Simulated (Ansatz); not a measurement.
## Electronic structure of C (slab) in real space

The calculation's input:

```
crystal:
  lattice:
    - [2.5254142366, 0.0, 0.0]
    - [-1.2627071183, 2.187072884, 0.0]
    - [0.0, 0.0, 25.8254584704]
  atoms:
    - { symbol: C, position: [0.3333333333, 0.6666666667, 0.2904111077] }
    - { symbol: C, position: [0.0, 0.0, 0.3103719545] }
    - { symbol: C, position: [0.0, 0.0, 0.3702544952] }
    - { symbol: C, position: [0.6666666667, 0.3333333333, 0.3902153421] }
    - { symbol: C, position: [0.6666666667, 0.3333333333, 0.4500978828] }
    - { symbol: C, position: [0.3333333333, 0.6666666667, 0.4700587297] }
    - { symbol: C, position: [0.3333333333, 0.6666666667, 0.5299412703] }
    - { symbol: C, position: [0.0, 0.0, 0.5499021172] }
    - { symbol: C, position: [0.0, 0.0, 0.6097846579] }
    - { symbol: C, position: [0.6666666667, 0.3333333333, 0.6297455048] }
    - { symbol: C, position: [0.6666666667, 0.3333333333, 0.6896280455] }
    - { symbol: C, position: [0.3333333333, 0.6666666667, 0.7095888923] }
basis:
  ecutwfc: 420
kpoints:
  mp_grid: { grid: [12, 12, 1] }
hamiltonian:
  xc: pbe
scf:
  occupations: { method: gaussian, width: 0.05 }
output:
  forces: true
  eigenvalues: true
  write_density: true
  write_potential: true
  elf: true
  volumetric_format: npy
relax:
  adjacent_minimum: "off"
  f_tol: 0.02
  max_steps: 60
efield:
  axis: 3
  dipole_correction: true
  ramp_width: 0.04
```

Run with:

```sh
ansatz run input.yaml --threads 1 --pin off --max-ram 2560MiB --backend cpu --events-out ev --progress --plain --runs-dir out
```

The fields are those of the run's last geometry, not of the input's.

The calculation used DFT PBE, scalar-relativistic, plane waves, PAW in Ansatz.

In a PAW calculation such maps are meaningful between the atoms, not at the nuclei.

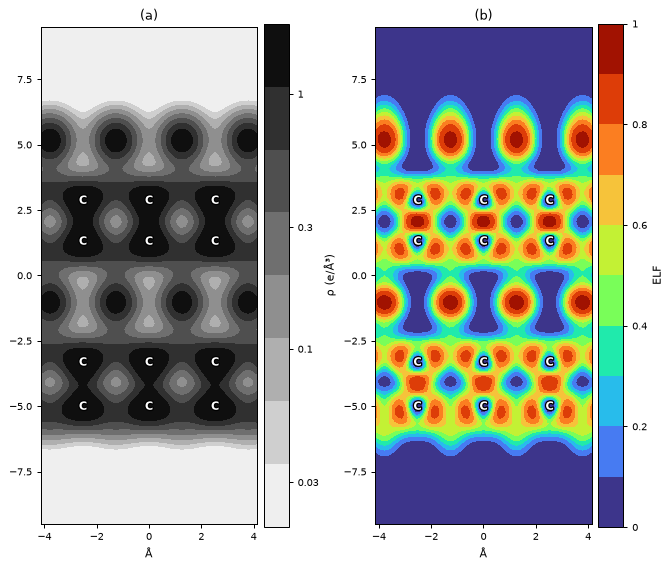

Figure 1. (a) valence pseudo-density; (b) ELF on the (100) plane of the calculation cell, a cut from vacuum to vacuum.

> What do the fields say about this system?

- The plane passes through C nuclei.
- Atoms just off the plane (C, 0.7 Å away) can leave unmarked features too.
- C–C (1.56 Å): ρ at the midpoint is about 1.5 e/Å³; the ELF peaks at about 0.95 between the atoms.
- C–C (1.69 Å): ρ at the midpoint is about 1.1 e/Å³; the ELF peaks at about 0.90 between the atoms.
- The density dies away to nearly zero in the vacuum.

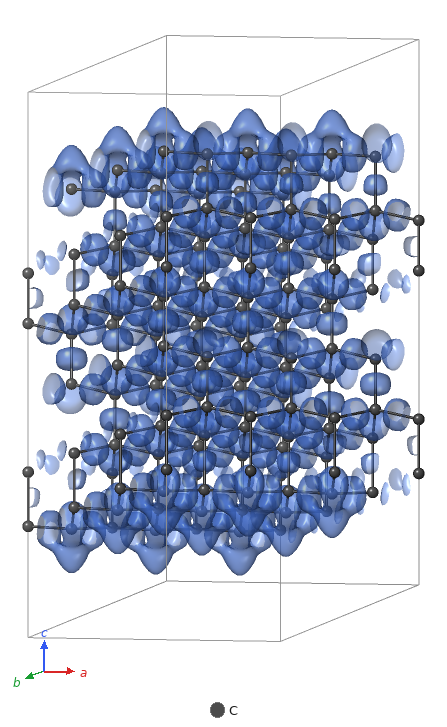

Figure 2. Isosurface of the electron localisation function at 0.75 (blue), seen at an oblique angle. Only the valence region is drawn (cores and ρ < 0.01 e/Å³ removed). Sticks mark near contacts.

> Describe the localisation domains.

The ELF exceeds this value in 17 regions between bonded C–C atoms and two regions on C in which the atom's valence shell and bonds are merged, counted in one cell of 12 atoms. Counts are for one cell; the picture repeats the cell along the surface. Along the contacts the grid gives the following. C–C (1.48 Å): the ELF peaks at about 0.95 between the atoms. C–C (1.54 Å): the ELF peaks at about 0.95 between the atoms.

> Does the calculation make it a metal, or give it a gap?

It is metallic or semimetallic at this level of theory: no gap opens.
